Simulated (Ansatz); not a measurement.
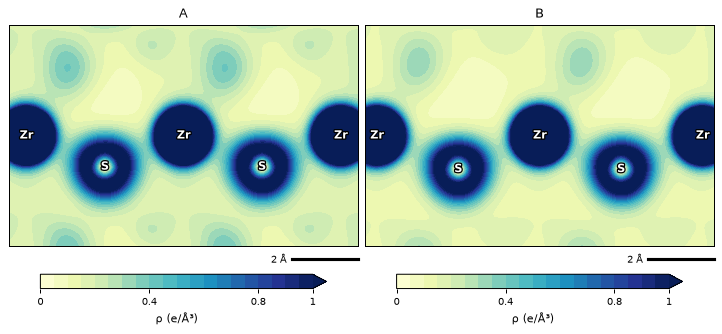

Zr$_{3}$S$_{2}$. The valence pseudo-density of two cells that differ in size and shape, on the (011) plane of each (indices in the axes of the calculation cell), at one length scale and on one colour scale: B has 22.1 Å³ an atom and A 19.0.

Space group R32; a structure from a database of computed crystals, not necessarily the ambient phase.

All numbers below come from Ansatz, DFT PBEsol, scalar-relativistic, plane waves, PAW.

Core electrons are frozen (PAW), and the valence fields are smoothed inside the atomic spheres.

**What does the compression do to the bonding and the properties?**

From the larger cell to the smaller, Zr–S goes from 2.68 to 2.57 Å, and the density at its midpoint from 0.32 to 0.38 e/Å³; the pressure goes from −12 to 3.2 GPa.
